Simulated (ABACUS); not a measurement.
FeO: single-point calculation at one volume of an equation of state (part 2 of 2)

FeO (2 atoms in the cell); Kohn-Sham DFT of a periodic cell, PBE, PseudoDojo NC SR 0.4.1 PBE standard, spin-polarised (ABACUS 3.10.1); cutoff 1224.51 eV, 11×11×11 k-mesh, fermi-dirac of 0.05 eV, collinear spins. The structure derives from an entry of the Crystallography Open Database. It belongs to a series of runs on one base structure; here: volume scaled by 1.06.

Geometry of the input (Å; fractional positions):
```
0.0000  2.1977  2.1977
2.1977  0.0000  2.1977
2.1977  2.1977  0.0000
Fe 0.0000  0.0000  0.0000
O  0.5000  0.5000  0.5000
```

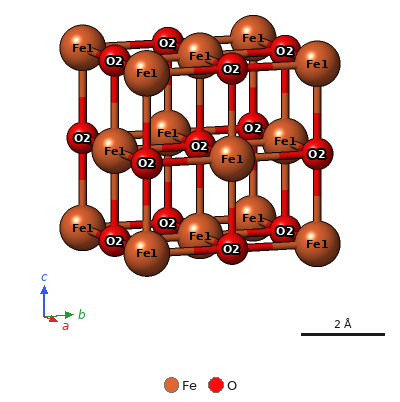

Figure 1. The input geometry (ball-and-stick view of the cell 4 times as large as that of the calculation, set on its symmetry axes, seen slightly off an axis; atoms are numbered from 1 in the order of the input).

## The program's output, continued
```
----------------------------------------------------------

 PW ALGORITHM --------------- ION=   1  ELEC=   2--------------------------------
          total magnetism (Bohr mag/cell) = 4.00153100948
       absolute magnetism (Bohr mag/cell) = 4.03123714527
                        nelec for spin up = 13.0007655047
                      nelec for spin down = 8.99923449526

 Density error is 0.0357518042911
                          Error Threshold = 0.00139992876912
----------------------------------------------------------
     Energy           Rydberg                 eV
----------------------------------------------------------
 E_KohnSham     -283.7221998827      -3860.2385675000
 E_Harris       -282.3935038978      -3842.1607311953
 E_Fermi        0.9964199827         13.5569893659
----------------------------------------------------------

 PW ALGORITHM --------------- ION=   1  ELEC=   3--------------------------------
          total magnetism (Bohr mag/cell) = 4.00147349572
       absolute magnetism (Bohr mag/cell) = 4.01991841938
                        nelec for spin up = 13.0007367479
                      nelec for spin down = 8.99926325214

 Density error is 0.00468765920833
                          Error Threshold = 0.000162508201323
----------------------------------------------------------
     Energy           Rydberg                 eV
----------------------------------------------------------
 E_KohnSham     -283.7252616880      -3860.2802254978
 E_Harris       -283.3237093933      -3854.8168262456
 E_Fermi        0.9884944940         13.4491575595
----------------------------------------------------------

 PW ALGORITHM --------------- ION=   1  ELEC=   4--------------------------------
          total magnetism (Bohr mag/cell) = 4.00330944282
       absolute magnetism (Bohr mag/cell) = 4.02547965312
                        nelec for spin up = 13.0016547214
                      nelec for spin down = 8.99834527859

 Density error is 0.0020459267853
                          Error Threshold = 2.1307541856e-05
----------------------------------------------------------
     Energy           Rydberg                 eV
----------------------------------------------------------
 E_KohnSham     -283.7258488771      -3860.2882146148
 E_Harris       -283.8673607021      -3862.2135817701
 E_Fermi        1.0079516373         13.7138855762
----------------------------------------------------------

 PW ALGORITHM --------------- ION=   1  ELEC=   5--------------------------------
          total magnetism (Bohr mag/cell) = 4.0016096795
       absolute magnetism (Bohr mag/cell) = 4.02162373845
                        nelec for spin up = 13.0008048398
                      nelec for spin down = 8.99919516025

 Density error is 0.000246216973407
                          Error Threshold = 9.29966720589e-06
----------------------------------------------------------
     Energy           Rydberg                 eV
----------------------------------------------------------
 E_KohnSham     -283.7260064034      -3860.2903578708
 E_Harris       -283.7418105674      -3860.5053845533
 E_Fermi        1.0020995070         13.6342632584
----------------------------------------------------------

 PW ALGORITHM --------------- ION=   1  ELEC=   6--------------------------------
          total magnetism (Bohr mag/cell) = 4.0015732117
       absolute magnetism (Bohr mag/cell) = 4.02119158428
                        nelec for spin up = 13.0007866059
                      nelec for spin down = 8.99921339415

 Density error is 3.7973824825e-05
                          Error Threshold = 1.11916806094e-06
----------------------------------------------------------
     Energy           Rydberg                 eV
----------------------------------------------------------
 E_KohnSham     -283.7260289515      -3860.2906646530
 E_Harris       -283.6711842786      -3859.5444645975
 E_Fermi        1.0014796705         13.6258299499
----------------------------------------------------------

 PW ALGORITHM --------------- ION=   1  ELEC=   7--------------------------------
          total magnetism (Bohr mag/cell) = 4.00158556891
       absolute magnetism (Bohr mag/cell) = 4.02166832202
                        nelec for spin up = 13.0007927845
                      nelec for spin down = 8.99920721554

 Density error is 1.88638798063e-06
                          Error Threshold = 1.72608294659e-07
----------------------------------------------------------
     Energy           Rydberg                 eV
----------------------------------------------------------
 E_KohnSham     -283.7260368957      -3860.2907727400
 E_Harris       -283.7147151132      -3860.1367319858
 E_Fermi        1.0024119585         13.6385143793
----------------------------------------------------------

 PW ALGORITHM --------------- ION=   1  ELEC=   8--------------------------------
          total magnetism (Bohr mag/cell) = 4.00159868788
       absolute magnetism (Bohr mag/cell) = 4.02140500389
                        nelec for spin up = 13.0007993439
                      nelec for spin down = 8.99920065606

 Density error is 6.27888857064e-07
                          Error Threshold = 8.57449082103e-09
----------------------------------------------------------
     Energy           Rydberg                 eV
----------------------------------------------------------
 E_KohnSham     -283.7260377223      -3860.2907839868
 E_Harris       -283.7312261534      -3860.3613762128
 E_Fermi        1.0029291247         13.6455507866
----------------------------------------------------------

 PW ALGORITHM --------------- ION=   1  ELEC=   9--------------------------------
          total magnetism (Bohr mag/cell) = 4.00159279433
       absolute magnetism (Bohr mag/cell) = 4.02143540757
                        nelec for spin up = 13.0007963972
                      nelec for spin down = 8.99920360284

 Density error is 8.34677315346e-08
                          Error Threshold = 2.85404025938e-09
----------------------------------------------------------
     Energy           Rydberg                 eV
----------------------------------------------------------
 E_KohnSham     -283.7260377872      -3860.2907848687
 E_Harris       -283.7287065422      -3860.3270951445
 E_Fermi        1.0028506009         13.6444824145
----------------------------------------------------------

 PW ALGORITHM --------------- ION=   1  ELEC=  10--------------------------------
          total magnetism (Bohr mag/cell) = 4.00159101356
       absolute magnetism (Bohr mag/cell) = 4.02147222362
                        nelec for spin up = 13.0007955068
                      nelec for spin down = 8.99920449322

 Density error is 3.48215105846e-09
                          Error Threshold = 3.79398779703e-10
----------------------------------------------------------
     Energy           Rydberg                 eV
----------------------------------------------------------
 E_KohnSham     -283.7260378036      -3860.2907850919
 E_KS(sigma->0) -283.7255748714      -3860.2844865771
 E_Harris       -283.7264211265      -3860.2960004681
 E_band         -21.2385013523       -288.9646353725
 E_one_elec     -130.6242093629      -1777.2335440808
 E_Hartree      77.2431172314        1050.9465256295
 E_xc           -43.9717500141       -598.2663512230
 E_Ewald        -186.3722697937      -2535.7248183880
 E_entropy(-TS) -0.0009258643        -0.0125970296
 E_descf        0.0000000000         0.0000000000
 E_exx          0.0000000000         0.0000000000
 E_Fermi        1.0028162076         13.6440144700
----------------------------------------------------------

 charge density convergence is achieved
 final etot is -3860.2907851 eV
 EFERMI = 13.64401447 eV

 STATE ENERGY(eV) AND OCCUPATIONS    NSPIN == 2
SPIN UP :
 1/14 kpoint (Cartesian) = 0.0000 0.0000 0.0000 (2085 pws)
       1       -76.3038    0.000751315
       2       -42.4518    0.000751315
       3       -42.4518    0.000751315
       4       -42.4518    0.000751315
       5       -6.72411    0.000751315
       6        9.58888    0.000751315
       7        9.58888    0.000751315
       8        9.58888    0.000751315
       9        9.70285    0.000751315
      10        9.70285    0.000751315
      11        9.87553    0.000751315
      12        9.87553    0.000751315
      13        9.87553    0.000751315
      14        13.3055    0.000750454
      15        28.6195        0.00000
      16        30.0136        0.00000
      17        30.0136        0.00000

 2/14 kpoint (Cartesian) = 0.020683 0.020683 0.020683 (2073 pws)
       1       -76.3035     0.00601052
       2       -42.4551     0.00601052
       3       -42.4523     0.00601052
       4       -42.4523     0.00601052
       5       -6.65114     0.00601052
       6        8.93767     0.00601052
       7        8.99567     0.00601052
       8        8.99567     0.00601052
       9        9.65408     0.00601052
      10        9.65408     0.00601052
      11        10.0072     0.00601052
      12        10.6016     0.00601052
      13        10.6016     0.00601052
      14        13.8887    4.47274e-05
      15        27.1742        0.00000
      16        29.7227        0.00000
      17        29.7227        0.00000

 3/14 kpoint (Cartesian) = 0.041366 0.041366 0.041366 (2061 pws)
       1       -76.3026     0.00601052
       2       -42.4637     0.00601052
       3       -42.4535     0.00601052
       4       -42.4535     0.00601052
       5       -6.44876     0.00601052
       6        7.79042     0.00601052
       7        8.30611     0.00601052
       8        8.30611     0.00601052
       9        9.79532     0.00601052
      10        9.79532     0.00601052
      11        10.1677     0.00601052
      12        11.3810     0.00601052
      13        11.3810     0.00601052
      14        15.0596    3.04489e-15
      15        25.1129        0.00000
      16        28.6851        0.00000
      17        28.6851        0.00000

 4/14 kpoint (Cartesian) = 0.062049 0.062049 0.062049 (2066 pws)
       1       -76.3015     0.00601052
       2       -42.4750     0.00601052
       3       -42.4550     0.00601052
       4       -42.4550     0.00601052
       5       -6.16715     0.00601052
       6        6.65860     0.00601052
       7        7.74771     0.00601052
       8        7.74771     0.00601052
       9        9.98675     0.00601052
      10        9.98675     0.00601052
      11        10.3912     0.00601052
      12        12.0646     0.00601052
      13        12.0646     0.00601052
      14        16.2245    2.31792e-25
      15        23.2970    8.59579e-87
      16        27.3679        0.00000
      17        27.3679        0.00000

 5/14 kpoint (Cartesian) = 0.082732 0.082732 0.082732 (2054 pws)
       1       -76.3005     0.00601052
       2       -42.4854     0.00601052
       3       -42.4564     0.00601052
       4       -42.4564     0.00601052
       5       -5.88854     0.00601052
       6        5.77178     0.00601052
       7        7.35642     0.00601052
       8        7.35642     0.00601052
       9        10.1691     0.00601052
      10        10.1691     0.00601052
      11        10.6452     0.00601052
      12        12.5814     0.00601052
      13        12.5814     0.00601052
      14        17.0560    1.38997e-32
      15        22.0324    8.28105e-76
      16        26.2956        0.00000
      17        26.2956        0.00000

 6/14 kpoint (Cartesian) = 0.10342 0.10342 0.10342 (2060 pws)
       1       -76.2999     0.00601052
       2       -42.4915     0.00601052
       3       -42.4572     0.00601052
       4       -42.4572     0.00601052
       5       -5.71215     0.00601052
       6        5.28206     0.00601052
       7        7.15513     0.00601052
       8        7.15513     0.00601052
       9        10.2805     0.00601052
      10        10.2805     0.00601052
      11        10.8272     0.00601052
      12        12.8633     0.00601052
      13        12.8633     0.00601052
      14        17.4023    1.36451e-35
      15        21.4653    6.98262e-71
      16        25.7044        0.00000
      17        25.7044        0.00000

[... levels at 22 further k points ...]

------------------------------------------------------------------------------------------
 TOTAL-FORCE (eV/Angstrom)
------------------------------------------------------------------------------------------
                       Fe1         0.0000000000         0.0000000000         0.0000000000
                        O1         0.0000000000         0.0000000000         0.0000000000
------------------------------------------------------------------------------------------

----------------------------------------------------------------
 TOTAL-STRESS (KBAR)
----------------------------------------------------------------
      -102.4722201816         0.0000000000        -0.0000000000
         0.0000000000      -102.4722201816        -0.0000000000
         0.0000000000        -0.0000000000      -102.4722201816
----------------------------------------------------------------
 TOTAL-PRESSURE: -102.472220 KBAR

 --------------------------------------------
 !FINAL_ETOT_IS -3860.2907850919464181 eV
 --------------------------------------------
```

## Results in brief

- outcome: converged
- space group (tolerance 0.01 Å): Fm-3m (225)
- electrons treated: 22
- free energy: −3860.2908 eV
- Fermi energy: 13.644 eV
- gap on the k-point mesh: none (metallic)
- net moment of the cell: 4.00 μB
- integrated absolute moment: 4.02 μB
- pressure: −10.25 GPa
- largest force (length of the vector): under 0.001 eV/Å
- wall time: 21 s (CPU time 85 s)
- peak memory: 0.36 GiB

## Remarks

The cell is under a tension of 10.2 GPa at this level, so it is not at its equilibrium volume.
